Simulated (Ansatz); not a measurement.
The structure in question:

Space group P6_3mc (No. 186). a = 4.086 Å, b = 4.086 Å, c = 7.469 Å, α = 90.00°, β = 90.00°, γ = 120.00°
```tsv
atom	site	symmetry	x	y	z
Pb	2a	3m.	0.0000	0.0000	0.9829
S	2b	3m.	0.3333	0.6667	0.1963
```

### Say what kind of structure these coordinates give.

Its composition is PbS. The symmetry is that of P6_3mc (No. 186), on a primitive hexagonal lattice. Cell content: 2 Pb, 2 S, that is 2 formula units. Each Pb atom is coordinated by six S in a distorted octahedral arrangement at 2.85 to 3.19 Å. The coordination shell of S holds six Pb in a distorted trigonal prismatic arrangement at 2.85 to 3.19 Å. The bonds build a three-dimensional framework.

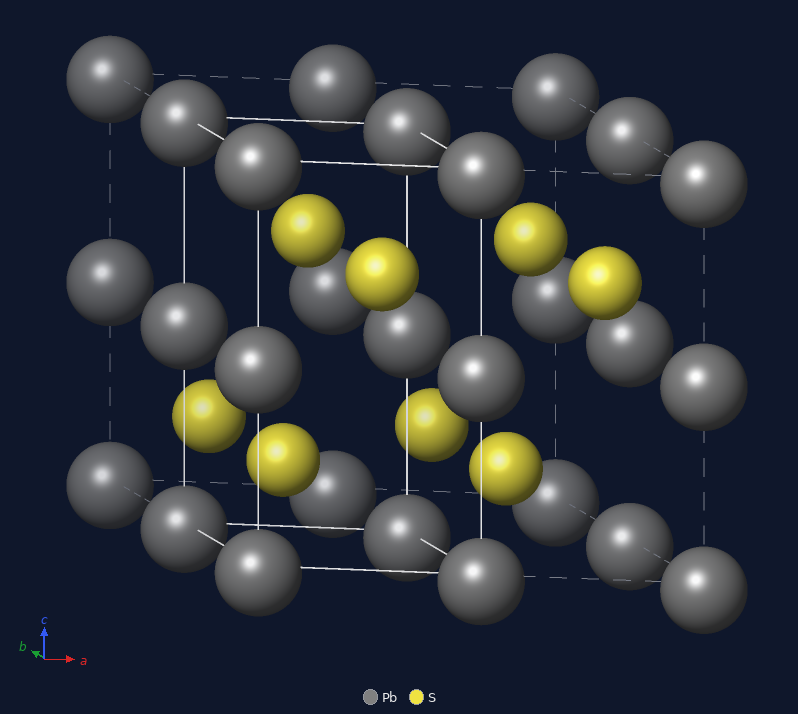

The structure above is drawn in spheres-only style and viewed slightly off an axis. The conventional unit cell (solid box) is repeated to 2×2×1 cells.

The structure was taken from a structure listed in the Materials Project. Earlier steps of the study may have refined or changed the cell and positions. It was set up as input for a calculation with Ansatz.
